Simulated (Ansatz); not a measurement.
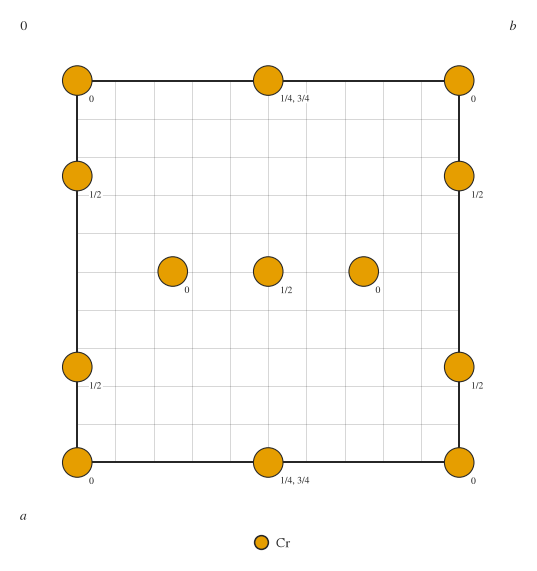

Plan of a unit cell projected along c (a down the page, b across); the numbers are heights as fractions of c, and atoms on the cell's edges are repeated. The grid marks tenths of a and b. Source: the end point of a relaxation with DFT, m-r2SCAN, plane waves (500 eV) with PAW, scalar-relativistic (Ansatz); the starting structure was generated, so it need not be a known form of this composition. All values are computed from the atomic coordinates in the standard setting (tolerance 0.002 Å).

a = 4.509 Å, b = 4.509 Å, c = 4.509 Å, α = 90.00°, β = 90.00°, γ = 90.00°.

> What does the cell contain?

8 Cr: Cr, Z = 8.

> Which space group?

Pm-3n, No. 223, primitive cubic.

> Give the independent sites, coordinates to two places.

```csv
atom,site,symmetry,x,y,z
Cr,2a,m-3.,0.00,0.00,0.00
Cr,6c,-4m.2,0.25,0.00,0.50
```
